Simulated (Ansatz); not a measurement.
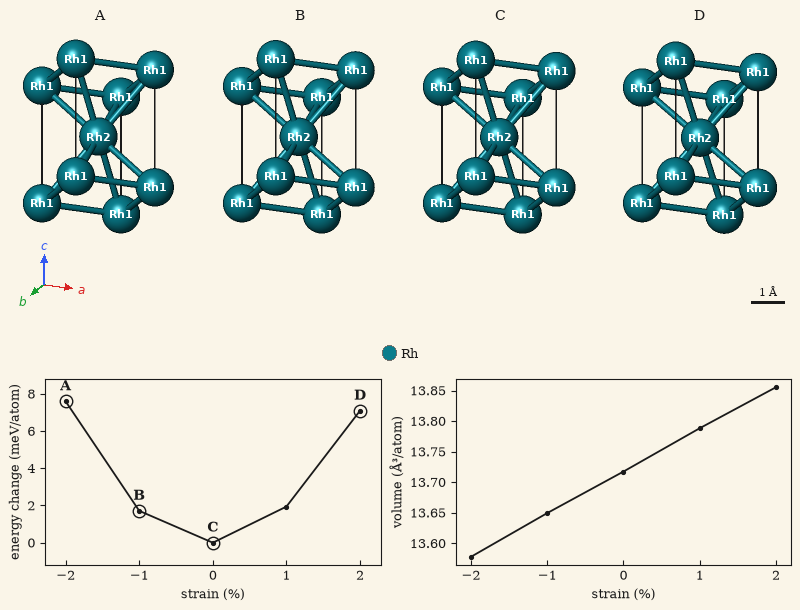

Members of a series of calculations on a crystal of Rh (set up in Fm-3m), marked on the first curve. The picture is a ball-and-stick view of the cell of the calculation, seen from a free direction.

Method: DFT r2SCAN, scalar-relativistic, plane waves, PAW in Ansatz. Set-up: plane-wave cutoff 500 eV; k-point mesh 20 × 20 × 14; occupations gaussian; smearing width 0.1 eV; no spin polarisation.

Q: Which kind of strain is it, and how does the structure respond?

A: Uniaxial strain along a; b, c and atoms relaxed. A (strain −2.0 %): energy change 7.6 meV/atom, volume 13.58 Å³ per atom. B (strain −1.0 %): energy change 1.7 meV/atom, volume 13.65 Å³ per atom. C (strain 0.0 %): energy change 0.0 meV/atom, volume 13.72 Å³ per atom. D (strain 2.0 %): energy change 7.1 meV/atom, volume 13.86 Å³ per atom. The rest compares A with D. The volume changes by +2.0 %, with a 2.633 → 2.741 Å (+4.1 %), b 2.691 → 2.681 Å (−0.3 %), c 3.833 → 3.771 Å (−1.6 %). Among the bonded contacts that change: Rh–Rh 2.633 → 2.741 Å, Rh–Rh 2.687 → 2.681 to 2.689 Å.
